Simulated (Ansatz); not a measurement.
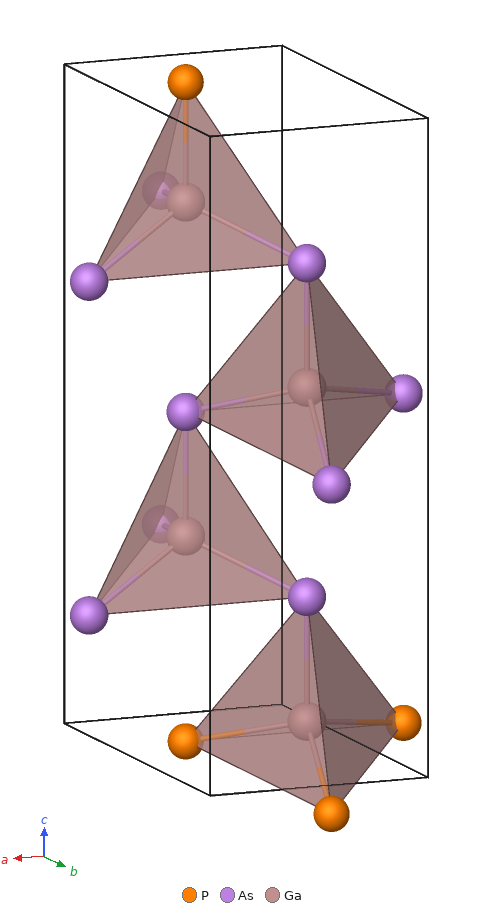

An orthographic polyhedral view of the structure, from a general direction. Atoms at the boundary of the conventional unit cell (the box) are drawn once for each face, edge or corner they touch. A few atoms beyond the faces are included.

Ga4As3P, space group P3m1 (No. 156), a = 3.96 Å, b = 3.96 Å, c = 13.04 Å, α = 90.00°, β = 90.00°, γ = 120.00°.

All computed values are from DFT, r2SCAN, plane waves, PAW (Ansatz). Settings: a cutoff energy of 500 eV, a 6×6×2 k-point mesh, Fermi-Dirac smearing of 0.02 eV, no spin polarisation.

How large a gap does the method give, if there is one?

A semiconductor at this level, with a gap of 1.10 eV, direct.

The structure was taken from a structure type filled with these elements by a generator (whether the compound takes this form wasn't checked). A relaxation with DFT, r2SCAN, plane waves, PAW in Ansatz gave the geometry drawn.
